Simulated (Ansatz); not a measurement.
System: Re, space group Fm-3m (No. 225) (one of a set of cubic test structures, which need not be the stable phase).

One of the inputs:
```
crystal:
  lattice:
    - [0.0, 1.945078142796, 1.945078142796]
    - [1.945078142796, 0.0, 1.945078142796]
    - [1.945078142796, 1.945078142796, 0.0]
  atoms:
    - { symbol: Re, position: [0, 0, 0] }
kpoints:
  mp_grid: { grid: [24, 24, 24] }
hamiltonian:
  xc: pbe
  pseudopotentials: { kind: paw }
scf:
  occupations: { method: fermi_dirac, width: 0.061225619053 }
  convergence: { dr2_threshold: "1e-9 eV" }
  max_iter: 300
output:
  forces: true
  stress: true
basis:
  ecutwfc: 700
```

Run as:
```bash
ansatz run input.yaml --threads 1
```

Computed with Ansatz 0.2.0 development build: equation of state of a cubic crystal from periodic Kohn-Sham density functional theory without spin, third-order Birch-Murnaghan fit to the free energies; pressure corrected for the finite basis. Level: PBE.

- structure type: fcc
- atoms in cell: 1
- space group number: 225
- lattice centring: face-centred primitive
- k mesh: 24×24×24
- occupation method: Fermi–Dirac
- occupation width: 0.06123 eV
- wave cutoff: 700 eV
- datasets: soft-1 PAW
- density tolerance: 1e−09 eV
- bands: 12
- density cutoff ratio: 4
- search for lower states: default

Describe the result: the energy above the lowest point and pressure against volume. The volume takes the values 14.12, 14.42, 14.72, 15.02, 15.32 Å³/atom.

A third-order Birch–Murnaghan fit gives V0 = 15.00 Å³/atom, B0 = 362 GPa and B′ = 4.4. The energy above the lowest point is 66.2 meV/atom at volume 14.12 Å³/atom and 7.1 meV/atom at 15.32 Å³/atom; the lowest computed point is at volume 15.02 Å³/atom (0.0 meV/atom), and no other minimum shows among the points. The pressure falls from 25.2 GPa at volume 14.12 Å³/atom to −7.2 GPa at 15.32 Å³/atom, and changes sign near 15.01 Å³/atom.

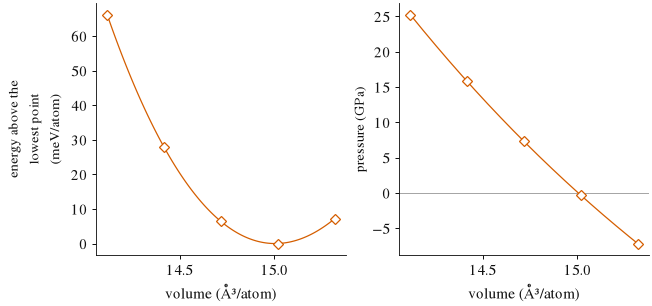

Limits of the calculation: cubic model structure, not the ambient form.
